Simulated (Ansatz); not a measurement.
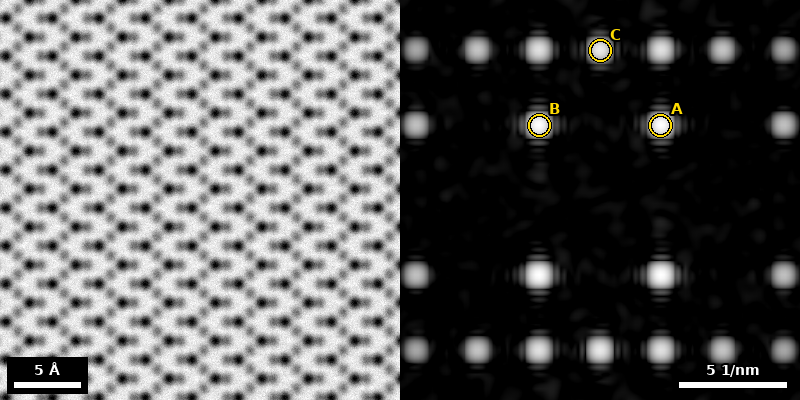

Phase-contrast TEM-like image of Si (Pm-3n, No. 223) along [211]. Simulated in the weak-phase-object approximation with neutral-atom potentials: 200 kV, Cs = 10 µm, defocus −60 Å (negative is underfocus), defocus spread 12 Å, aperture 1.35 1/Å. Shot noise was added. Structure used: the input geometry of a calculation; the starting structure was generated, so it need not be a known form of this composition.

The right panel is the modulus of the image's Fourier transform on a logarithmic scale.

a = 4.931 Å, b = 4.931 Å, c = 4.931 Å, α = 90.00°, β = 90.00°, γ = 90.00°

Q: Index the marked spots and give their plane spacings (the zone axis points at the viewer; indices equivalent by symmetry, or all signs reversed, are as good).

A: (-1 2 0), d = 2.21 Å; B: (-1 0 2), d = 2.21 Å; C: (-2 2 2), d = 1.42 Å. A and B enclose 78°, and every spot obeys the zone law hu + kv + lw = 0 for [211].
